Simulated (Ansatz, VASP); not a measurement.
## AlN: VASP beside Ansatz

One calculation is typed for both programs; each brings its own data sets and cutoff. How far apart do they land?

Main program and level: Ansatz 0.2.0; plane waves, with VASP 6.6.1 beside it; relaxation of cell and atoms at LDA.

**1. Starting point**

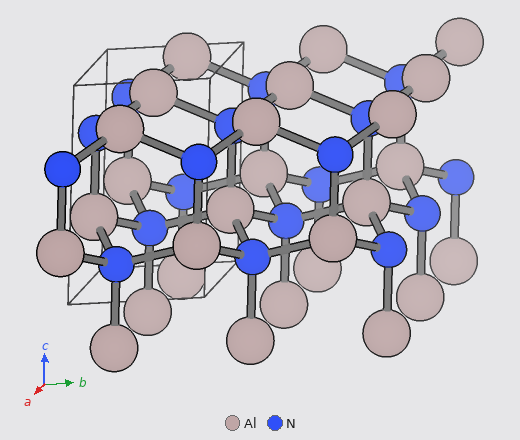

Start, viewed slightly off an axis; aluminium light grey, nitrogen blue. 3×3×1 cells are drawn. Some periodic images of atoms are drawn too.

Coordinates:

```xyz
4
Lattice="3.1120 0.0000 0.0000 -1.5560 2.6951 0.0000 0.0000 0.0000 4.9820" Properties=species:S:1:pos:R:3 pbc="T T T"
Al    0.0000    1.7967    0.0000
Al    1.5560    0.8984    2.4910
N     0.0000    1.7967    1.9031
N     1.5560    0.8984    4.3941
```

**2. VASP: relaxation of cell and atoms, LDA**

The relaxed volume is the usual yardstick between codes: its relative difference is about their pressure difference at one cell divided by the bulk modulus.

Lines of VASP's logs that name or quote its potential files are left out, and so is its time.

File INCAR:

```
SYSTEM = AlN
PREC = Accurate
ENCUT = 600
EDIFF = 1E-07
NELM = 120
ISMEAR = 0
SIGMA = 0.02
LREAL = .FALSE.
ALGO = Normal
GGA = CA
NBANDS = 14
LORBIT = 11
LWAVE = .FALSE.
LCHARG = .FALSE.
KPAR = 16
IBRION = 2
NSW = 40
ISIF = 3
EDIFFG = -0.005
POTIM = 0.4
```

File POSCAR:

```
AlN
1.0
    3.1120000000      0.0000000000      0.0000000000
   -1.5560000000      2.6950710570      0.0000000000
    0.0000000000      0.0000000000      4.9820000000
Al N
2 2
Direct
    0.3333333333      0.6666666667      0.0000000000
    0.6666666667      0.3333333333      0.5000000000
    0.3333333333      0.6666666667      0.3820000000
    0.6666666667      0.3333333333      0.8820000000
```

File KPOINTS:

```
Automatic mesh
0
Gamma
11 11 6
0 0 0
```

PAW data sets: Al and N (LDA family, release 64).

Command:

```console
$ mpirun -np 16 vasp_std
```

Numbers of over 12 decimals in the logs are rounded to 6 here.

What it wrote:

```text
[banner, memory and clock lines left out]
running   16 mpi-ranks, on    1 nodes
 distrk:  each k-point on    1 cores,   16 groups
 distr:  one band on    1 cores,    1 groups

 POSCAR found type information on POSCAR AlN
 POSCAR found :  2 types and       4 ions
|                                                                             |
|           W    W    AA    RRRRR   N    N  II  N    N   GGGG   !!!           |
|           W    W   A  A   R    R  NN   N  II  NN   N  G    G  !!!           |
|           W    W  A    A  R    R  N N  N  II  N N  N  G       !!!           |
|           W WW W  AAAAAA  RRRRR   N  N N  II  N  N N  G  GGG   !            |
|           WW  WW  A    A  R   R   N   NN  II  N   NN  G    G                |
|           W    W  A    A  R    R  N    N  II  N    N   GGGG   !!!           |
|                                                                             |
|     For optimal performance we recommend to set                             |
|       NCORE = 2 up to number-of-cores-per-socket                            |
|     NCORE specifies how many cores store one orbital (NPAR=cpu/NCORE).      |
|     This setting can greatly improve the performance of VASP for DFT.       |
|     The default, NCORE=1 might be grossly inefficient on modern             |
|     multi-core architectures or massively parallel machines. Do your        |
|     Unfortunately you need to use the default for GW and RPA                |
|     calculations (for HF NCORE is supported but not extensively tested      |
|     yet).                                                                   |
|                                                                             |

 LDA part: xc-table for (Slater(with rela. corr.)+CA(PZ))
 , standard interpolation
 POSCAR, INCAR and KPOINTS ok, starting setup
 FFT: planning ... GRIDC
 FFT: planning ... GRID_SOFT
 FFT: planning ... GRID
 WAVECAR not read
 entering main loop
       N       E                     dE             d eps       ncg     rms          rms(c)
DAV:   1     0.483108651836E+02    0.48311E+02   -0.81236E+03  1792   0.114E+03
DAV:   2    -0.339344866913E+02   -0.82245E+02   -0.75289E+02  2498   0.206E+02
DAV:   3    -0.378530769384E+02   -0.39186E+01   -0.39015E+01  2410   0.464E+01
DAV:   4    -0.378772998999E+02   -0.24223E-01   -0.24221E-01  1984   0.442E+00
DAV:   5    -0.378775460669E+02   -0.24617E-03   -0.24614E-03  2422   0.437E-01    0.122E+01
DAV:   6    -0.329325223280E+02    0.49450E+01   -0.14157E+01  2110   0.274E+01    0.437E+00
DAV:   7    -0.328925400439E+02    0.39982E-01   -0.69862E-01  2086   0.544E+00    0.277E+00
DAV:   8    -0.328373694338E+02    0.55171E-01   -0.87135E-02  2158   0.264E+00    0.399E-01
DAV:   9    -0.328323946939E+02    0.49747E-02   -0.12491E-02  2392   0.795E-01    0.219E-01
DAV:  10    -0.328325771175E+02   -0.18242E-03   -0.86958E-04  1966   0.207E-01    0.109E-01
DAV:  11    -0.328325234329E+02    0.53685E-04   -0.10675E-04  2284   0.834E-02    0.212E-02
DAV:  12    -0.328325227860E+02    0.64692E-06   -0.24719E-06  2248   0.126E-02    0.455E-03
DAV:  13    -0.328325226104E+02    0.17554E-06   -0.99781E-07  2344   0.754E-03    0.122E-03
DAV:  14    -0.328325226103E+02    0.99476E-10   -0.16377E-08  1250   0.118E-03
   1 F= -.32832523E+02 E0= -.32832523E+02  d E =-.328325E+02
[...]
2 F= -.32840192E+02 E0= -.32840192E+02  d E =-.766969E-02
[...]
3 F= -.32843516E+02 E0= -.32843516E+02  d E =-.109934E-01
[...]
4 F= -.32843512E+02 E0= -.32843512E+02  d E =-.109890E-01
 curvature:  -0.31 expect dE=-0.687E-05 dE for cont linesearch -0.411E-05
 ZBRENT: accuracy reached
 trial: gam= 0.00000 g(F)=  0.239E-08 g(S)=  0.219E-04 ort =-0.663E-03 (trialstep = 0.932E+00)
 search vector abs. value=  0.219E-04
 bond charge predicted
       N       E                     dE             d eps       ncg     rms          rms(c)
DAV:   1    -0.328435387032E+02   -0.27064E-04   -0.59176E-04  1942   0.212E-01    0.277E-02
DAV:   2    -0.328435211989E+02    0.17504E-04   -0.40062E-05  2200   0.501E-02    0.944E-03
DAV:   3    -0.328435196194E+02    0.15796E-05   -0.34795E-06  2188   0.141E-02    0.353E-03
DAV:   4    -0.328435191760E+02    0.44337E-06   -0.51130E-07  2320   0.571E-03    0.112E-03
DAV:   5    -0.328435191486E+02    0.27440E-07   -0.66781E-08  1166   0.209E-03
   5 F= -.32843519E+02 E0= -.32843519E+02  d E =-.756902E-05
 trial-energy change:   -0.000008  1 .order   -0.000007   -0.000020    0.000006
 step:   0.7249(harm=  0.7249)  dis= 0.00000  next Energy=   -32.843520 (dE=-0.794E-05)
 reached required accuracy - stopping structural energy minimisation
```

OUTCAR, selected parts (step 2):

```text
ion  position               nearest neighbor table
   1  0.333  0.667  0.000-   4 1.89   4 1.89   4 1.89   3 1.90   2 3.07   2 3.07   2 3.07   2 3.07
                             2 3.07   2 3.07
   2  0.667  0.333  0.500-   3 1.89   3 1.89   3 1.89   4 1.90   1 3.07   1 3.07   1 3.07   1 3.07
                             1 3.07   1 3.07
   3  0.333  0.667  0.382-   2 1.89   2 1.89   2 1.89   1 1.90
   4  0.667  0.333  0.882-   1 1.89   1 1.89   1 1.89   2 1.90

  LATTYP: Found a hexagonal cell.
 ALAT       =     3.1120000000
 C/A-ratio  =     1.6008997429

 Subroutine GETGRP returns: Found 12 space group operations
 (whereof  6 operations were pure point group operations)

The static configuration has the point symmetry C_3v.
 The point group associated with its full space group is C_6v.

 Found     64 irreducible k-points:

   k-points           NKPTS =     64   k-points in BZ     NKDIM =     64   number of bands    NBANDS=     14

   dimension x,y,z NGX =    28 NGY =   28 NGZ =   40
   dimension x,y,z NGXF=    56 NGYF=   56 NGZF=   80

   ENCUT  =  600.0 eV  44.10 Ry    6.64 a.u.   6.22  6.22  9.95*2*pi/ulx,y,z

   NELECT =      16.0000    total number of electrons

 k-points in reciprocal lattice and weights: Automatic mesh
   0.00000000  0.00000000  0.00000000       0.001
   0.09090909  0.00000000  0.00000000       0.008
   0.18181818  0.00000000  0.00000000       0.008
   0.27272727  0.00000000  0.00000000       0.008
   0.36363636  0.00000000  0.00000000       0.008
   0.45454545  0.00000000  0.00000000       0.008
   0.09090909  0.09090909  0.00000000       0.008
   0.18181818  0.09090909  0.00000000       0.017
   0.27272727  0.09090909  0.00000000       0.017
[...]
0.27272727  0.27272727  0.50000000       0.008
   0.36363636  0.27272727  0.50000000       0.008

 average (electrostatic) potential at core
       1 -69.6835       2 -69.6835       3 -59.6893       4 -59.6893

 E-fermi :   6.2005

 k-point     1 :       0.0000    0.0000    0.0000
  band No.  band energies     occupation
    ...
      4       5.2009      2.00000
      5       5.2009      2.00000
      6       5.8611      2.00000
      7       5.8611      2.00000
      8       6.0852      2.00000
      9      10.4869      0.00000
     10      12.7963      0.00000
     11      16.7191      0.00000
     12      17.1681      0.00000
     13      17.1681      0.00000
    ...

 k-point     2 :       0.0909    0.0000    0.0000
  band No.  band energies     occupation
    ...
      4       4.7049      2.00000
      5       5.0589      2.00000
      6       5.3873      2.00000
      7       5.8459      2.00000
      8       6.0383      2.00000
      9      10.9578      0.00000
     10      13.2236      0.00000
     11      16.2599      0.00000
     12      16.4739      0.00000
     13      17.4768      0.00000
    ...

 k-point     3 :       0.1818    0.0000    0.0000
  band No.  band energies     occupation
    ...
      4       3.5388      2.00000
      5       4.4012      2.00000
      6       4.7387      2.00000
      7       5.7633      2.00000
      8       5.8708      2.00000
      9      11.8633      0.00000
     10      13.8901      0.00000
     11      14.9887      0.00000
     12      15.8017      0.00000
     13      18.2329      0.00000
    ...

  Total       -0.0104188     -0.0104188     -0.0096889      0.0000000      0.0000000      0.0000000
  in kB       -0.4076109     -0.4076109     -0.3790551      0.0000000      0.0000000      0.0000000
  external PRESSURE =      -0.3980923 kB  Pullay stress =       0.0000000 kB

  energy-cutoff  :      600.00
  volume of cell :       40.95
      direct lattice vectors                 reciprocal lattice vectors
     3.091263985  0.000000000  0.000000000     0.323492269  0.186768348 -0.000000000
    -1.545631992  2.677113141 -0.000000000     0.000000000  0.373536697 -0.000000000
     0.000000000  0.000000000  4.948554857    -0.000000000  0.000000000  0.202079199

 POSITION                                       TOTAL-FORCE (eV/Angst)
 -----------------------------------------------------------------------------------
     -0.00000      1.78474      0.00034        -0.000000     -0.000000     -0.004120
      1.54563      0.89237      2.47462        -0.000000     -0.000000     -0.004120
     -0.00000      1.78474      1.89001         0.000000      0.000000      0.004120
      1.54563      0.89237      4.36428         0.000000      0.000000      0.004120
 -----------------------------------------------------------------------------------
    total drift:                               -0.000000      0.000000     -0.000511

  FREE ENERGIE OF THE ION-ELECTRON SYSTEM (eV)
  ---------------------------------------------------
  free  energy   TOTEN  =       -32.8435191486 eV

  energy  without entropy=      -32.8435191486  energy(sigma->0) =      -32.84351915

 reached required accuracy - stopping structural energy minimisation

 total charge
# of ion       s       p       d       tot
------------------------------------------
    1        0.378   0.461   0.000   0.839
    2        0.378   0.461   0.000   0.839
    3        1.208   2.623   0.000   3.831
    4        1.208   2.623   0.000   3.831
--------------------------------------------------
tot          3.172   6.169   0.000   9.341

[... 3 further parts left out ...]
```

CONTCAR:

```
AlN
   1.00000000000000
     3.0912639845863854    0.0000000000000000    0.0000000000000000
    -1.5456319922931927    2.6771131408700866   -0.0000000000000000
     0.0000000000000000    0.0000000000000000    4.9485548568860853
  Al              N
     2     2
Direct
     0.3333333332999970    0.6666666667000030    0.0000688488776994
     0.6666666667000030    0.3333333332999970    0.5000688488776995
     0.3333333332999970    0.6666666667000030    0.3819311511222985
     0.6666666667000030    0.3333333332999970    0.8819311511222984
```

[end of part 1 of 2]

[Lines on the potential files, build, host, timing and source positions are cut from VASP's logs without a mark.]

[Logs are printed without paths, hosts, clocks, repeated set-up lines and the standing remarks that a program may print on its own settings, such as how far it seeks lower states.]

[Hosts, paths, dates, database ids (printed as entryN), source tags and the programs' standing remarks are cut or masked in the printed files.]
